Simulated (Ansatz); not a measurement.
Ti: single-point calculation

The run: single-point calculation of Ti (C2/m, 6 atoms in the cell). Method and program: DFT PBEsol, scalar-relativistic, plane waves, PAW, no spin polarisation (Ansatz 0.2.0).

The structure derives from an entry of the Crystallography Open Database. It belongs to a series of runs on one base structure; here: the crystal above the cut slid by 0.5 of the vector 1 a1 + 1 a2 (5.024 Å). Figures and captions count atoms from 1; the log counts them from 0 in places.

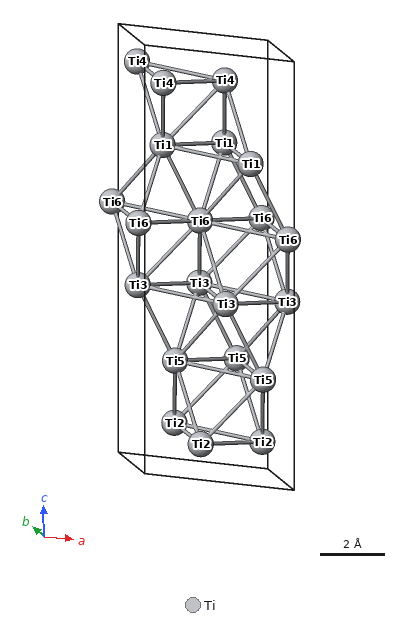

Figure 1. The input geometry (ball-and-stick view of the cell 2 times as large as that of the calculation, set on its symmetry axes, seen slightly off an axis; atoms are numbered from 1 in the order of the input). An atom can appear more than once, as a periodic image.

### Input file
```yaml
crystal:
  lattice:
    - [-2.9004352003, 0.0, 0.0]
    - [-1.4502176001, -2.5118505655, 0.0]
    - [-2.1753264002, -1.2559252828, 13.7729713403]
  atoms:
    - { symbol: Ti, position: [-0.0416583333, -0.0416583333, 0.7499833333] }
    - { symbol: Ti, position: [0.291675, 0.291675, 0.0833166667] }
    - { symbol: Ti, position: [0.1250083333, 0.1250083333, 0.41665] }
    - { symbol: Ti, position: [0.2083416667, 0.2083416667, 0.91665] }
    - { symbol: Ti, position: [0.541675, 0.541675, 0.2499833333] }
    - { symbol: Ti, position: [0.3750083333, 0.3750083333, 0.5833166667] }
basis:
  ecutwfc: 420
kpoints:
  mp_grid: { grid: [23, 23, 5] }
hamiltonian:
  xc: pbesol
scf:
  occupations: { method: gaussian, width: 0.15 }
output:
  forces: true
  stress: true
  eigenvalues: true
  write_density: true
  write_potential: true
  elf: true
  volumetric_format: npy
```

Hardware: 2 threads of Intel Xeon @ 2.50GHz (Skylake/Cascade Lake), 32 GiB of memory available, shared host.

Launch command:
```bash
ansatz run input.yaml --threads 2 --pin off --max-ram 5120MiB --backend cpu --events-out ev --progress --plain --runs-dir out
```

### The program's output
```
Engine: ansatz 0.2.0, x86_64-unknown-linux-gnu
Pseudopotentials: kind: paw
Pseudopotential: Ti, paw, valence charge 12, recommended cutoff 420 eV (normal), Ti.paw.azcp
Functional definition: PBEsol
  exchange = pbesol_x
  correlation = pbesol_c
Crystal: 6 atoms, lattice volume = 100.342 Å³
Basis set: ecut = 420 eV, 1943 PW (Γ), exchange–correlation on 40×40×192 points (8 copies of the dense FFT grid, shifted against one another)
Bands: 44, of which v1, the nominal top of the filled ones, is band 36 counted from 1 (35 counted from 0)
Symmetry: 4 space group operations
Space group: C2/m (ITA 12), of the structure as read, at distance tolerance 4.6e-5 Å
k-points: 696 of 2645
Non-local potential: Ti, projectors of the file, l = 0: 3, l = 1: 2, l = 2: 3, l = 3: 1
PAW form: soft (Blöchl's): semilocal exchange-correlation on the pseudo side does not see the compensation charge
PAW frozen core: Ti, regenerated for the run's functional, and the local potential with it (the file was generated under x = pbe(κ = 0.804, μ = 0.2195149727645171), c = pbe(β = 0.06672455060314922))
PAW one-centre angular grid: Ti, 590 points (default); XC on 64 Gauss nodes
Initial density: superposition of atomic densities (neutral atoms: chi_scale 0, normalization atom), corrected by the library's trained network
Initial wavefunctions: pseudopotential atomic-orbital guess
Functional: x = pbesol(κ = 0.804, μ = 0.12345679012345678), c = pbesol(β = 0.046)
SCF iter   1: F=—  HF=-14843.177819 eV  |F-HF|=—  |Δ(HF+E_count)|=         —  Δρ=1.31e-2  dr2=2.29e0  ethr=1.77e-3  ⟨swp⟩=5.9  Hψ=121759  notcnv=0
preconditioner: auto → Kerker (q_TF=auto, 2.581 Å⁻¹)  [metal: Δε(μ)=0.001 eV  Ē_g=2.506 eV  σ=0.150 eV  W_gap=0.00  n_scr=24 (ndim 8)  ℏωp=18.2 eV  f_vac=0.000  D(μ)=7.36/eV (n_scr^D=84)]
SCF iter   2: F=—  HF=-14843.139659 eV  |F-HF|=—  |Δ(HF+E_count)|=   3.82e-2  Δρ=5.96e-3  dr2=5.35e-1  ethr=1.77e-3  ⟨swp⟩=1.9  Hψ=38139  notcnv=0  defer=102
SCF iter   3: F=—  HF=-14843.129240 eV  |F-HF|=—  |Δ(HF+E_count)|=   1.04e-2  Δρ=8.71e-4  dr2=5.40e-4  ethr=7.43e-4  ⟨swp⟩=1.0  Hψ=30251  notcnv=0  defer=102
SCF iter   4: F=—  HF=-14843.129358 eV  |F-HF|=—  |Δ(HF+E_count)|=   1.17e-4  Δρ=2.30e-4  dr2=6.70e-5  ethr=7.50e-7  ⟨swp⟩=2.5  Hψ=51210  notcnv=0  defer=102
SCF iter   5: F=—  HF=-14843.129273 eV  |F-HF|=—  |Δ(HF+E_count)|=   8.46e-5  Δρ=5.71e-5  dr2=5.45e-6  ethr=9.31e-8  ⟨swp⟩=2.4  Hψ=39723  notcnv=0  defer=367
SCF iter   6: F=—  HF=-14843.129272 eV  |F-HF|=—  |Δ(HF+E_count)|=   7.48e-7  Δρ=1.31e-5  dr2=1.67e-7  ethr=7.57e-9  ⟨swp⟩=2.2  Hψ=45159  notcnv=0  defer=367
SCF iter   7: F=-14843.129272 eV  HF=-14843.129272 eV  |F-HF|=1.43e-8  |Δ(HF+E_count)|=   3.13e-8  Δρ=3.19e-6  dr2=1.74e-8  ethr=1.39e-10  ⟨swp⟩=10.8  Hψ=175447  notcnv=0
SCF 1 converged in 7 iterations: F = -14843.129272 eV  dr2 = 1.74e-8
  greatest PAW one-centre occupation: 0.999 electrons in one spin orbital (limit 2), on the Ti atom at site 5 (counted from 0), in its partial waves of l = 0
```

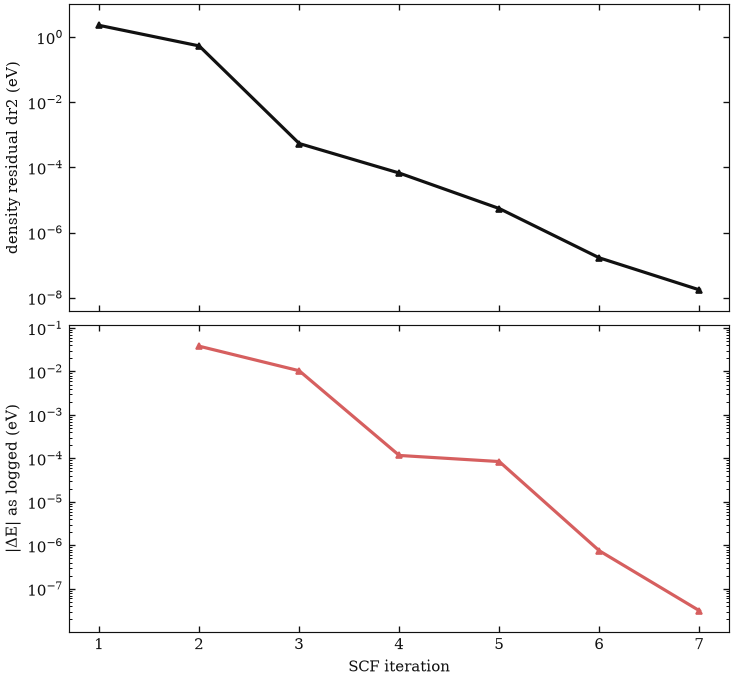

Figure 2. Convergence of the self-consistent field: density residual dr2 and size of the energy change against the SCF iteration. The residual falls at every step.

```
SCF converged after 7 iterations
Free energy (F): -14843.129272 eV
Harris-Foulkes:  -14843.129272 eV  (|F-HF|=1.43e-8)
Internal energy: -14843.040883 eV  (E = F + TS)
E sigma→0 (E₀):  -14843.085078 eV
Entropy (-TS):   -0.088389 eV (-14.732 meV/atom)
Fermi energy:    13.757734 eV
--- Per-component energies (eV) ---
  E_band       = -900.650193
  E_kinetic    = 1639.285191
  E_local      = -4772.975295  (includes V_loc(G=0)·N_el)
  E_nonlocal   = 57.357949
  E_hartree    = 1965.685454
  E_xc         = -581.603425
  E_vxc        = -730.908184  (∫ρ·V_xc dr)
  E_paw        = -6136.002431  (= ΣΔE_a)
  E_vpaw       = -1024.778134  (= ΣTr[D̂ρ^β])
  E_aug_tail   = 0.000649  (compensation charges beyond the density's cutoff)
  E_ewald      = -7015.625281
  E_core_change = 0.836306  (= ΣΔE_core)
  E_smearing   = -0.088389  (= −TS)
  E_closure    = 0.000000  (closes the sum)
  Σ components = -14843.129272   (vs F -14843.129272, Δ=0.00e0)
--- Forces (eV/Å), atoms counted from 1 ---
  atom   1  Ti    -0.00755639    -0.00436268     0.21432707
  atom   2  Ti    -0.24486568    -0.14137327     0.70155810
  atom   3  Ti     0.00842060     0.00486164     0.00495114
  atom   4  Ti     0.24486568     0.14137327    -0.70155810
  atom   5  Ti     0.00755639     0.00436268    -0.21432707
  atom   6  Ti    -0.00842060    -0.00486164    -0.00495114
  max |Σ_I F_I| component: 8.15e-17 eV/Å
--- Stress (GPa, compression-positive) ---
       -0.329191       0.465980      -0.863237
        0.465980      -0.867258      -0.498390
       -0.863236      -0.498390       0.676487
  P = ⅓ Tr σ = -0.1733 GPa (-1.733 kbar)
--- Band table (eV; the first three rows and the last of 696) ---
  k-point 0: bands = ["-42.7109", "-42.6625", "-42.6210", "-42.5769", "-42.5202", "-42.3786", "-19.4775", "-19.2981", "-19.2229", "-18.8583", "-18.7801", "-18.7479", "-18.7439", "-18.7163", "-18.7104", "-18.6806", "-18.6730", "-18.6549", "-18.6514", "-18.5577", "-18.5412", "-18.4970", "-18.4911", "-18.3993", "7.5885", "8.4972", "8.5500", "10.4098", "10.4896", "11.1765", "13.6845", "13.9431", "13.9523", "14.2978", "14.4739", "14.4847", "14.4933", "14.4974", "14.5397", "14.5942", "14.6303", "14.6501", "14.7745", "14.8218"]
  k-point 1: bands = ["-42.7106", "-42.6642", "-42.6180", "-42.5791", "-42.5197", "-42.3786", "-19.4686", "-19.3407", "-19.1720", "-18.9049", "-18.7483", "-18.7475", "-18.7440", "-18.7161", "-18.7100", "-18.6808", "-18.6738", "-18.6548", "-18.6508", "-18.5577", "-18.5430", "-18.4968", "-18.4911", "-18.4005", "7.6261", "8.2063", "8.8911", "10.0983", "10.7204", "11.1665", "13.6473", "13.9626", "14.0425", "14.2924", "14.4598", "14.4713", "14.4789", "14.4892", "14.5883", "14.5975", "14.6418", "14.6597", "14.6984", "14.8213"]
  k-point 2: bands = ["-42.7101", "-42.6665", "-42.6128", "-42.5834", "-42.5188", "-42.3786", "-19.4436", "-19.3941", "-19.0989", "-18.9761", "-18.7480", "-18.7441", "-18.7187", "-18.7134", "-18.7093", "-18.6811", "-18.6750", "-18.6546", "-18.6501", "-18.5578", "-18.5465", "-18.4964", "-18.4911", "-18.4025", "7.7306", "7.9602", "9.2905", "9.7026", "10.8770", "11.1431", "13.6078", "13.9842", "14.2316", "14.2913", "14.4343", "14.4541", "14.4846", "14.4905", "14.5179", "14.5893", "14.6271", "14.6399", "14.7310", "14.8267"]
  k-point 695: bands = ["-42.5787", "-42.5578", "-42.5368", "-42.5307", "-42.4355", "-42.3118", "-19.4032", "-19.3531", "-19.3039", "-19.2671", "-19.1665", "-19.1416", "-19.0759", "-18.9298", "-18.9077", "-18.8770", "-18.8524", "-18.8289", "-18.7941", "-18.7645", "-18.7390", "-18.6887", "-18.5934", "-18.4713", "11.0695", "11.0720", "11.4338", "11.4708", "11.5230", "11.8549", "11.9726", "12.3482", "12.8362", "12.9061", "13.1468", "13.5757", "14.2676", "14.4185", "14.5134", "14.5365", "14.9693", "15.0491", "15.3300", "15.4261"]
```

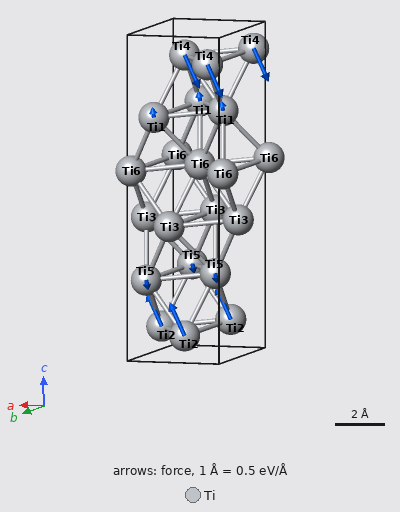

Figure 3. Forces on the atoms as blue arrows (ball-and-stick view of the cell 2 times as large as that of the calculation, set on its symmetry axes, seen at an oblique angle; atoms are numbered from 1 in the order of the input); the smallest are left out. The largest act on Ti2, Ti4 (0.76 eV/Å). The geometry is not a stationary point of this energy.

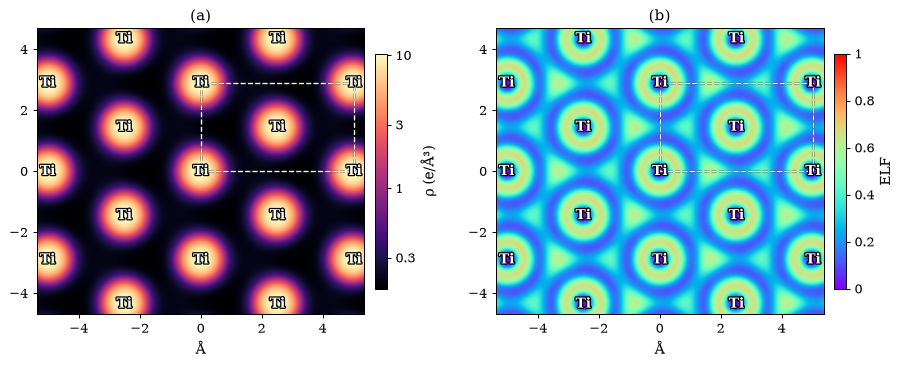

Figure 4. (a) valence electron density; (b) ELF on the (001) plane of the conventional cell. Atoms in the plane: Ti. Away from the nuclei the density in this plane falls to 0.18 e/Å³ at its lowest. The strong features right at Ti lie inside the PAW spheres (semicore, d or f shells) and say nothing about bonding. Core electrons are frozen (PAW), so the fields are smoothed inside the atomic spheres.

### Summary

- outcome: converged
- space group (tolerance 0.01 Å): C2/m (12)
- electrons treated: 72
- free energy: −14843.1293 eV
- Fermi energy: 13.758 eV
- gap on the k-point mesh: none (metallic)
- pressure: −0.17 GPa
- largest force (length of the vector): 0.756 eV/Å
- wall time: 92 s (CPU time 3.1 min)
- peak memory: 2 GiB
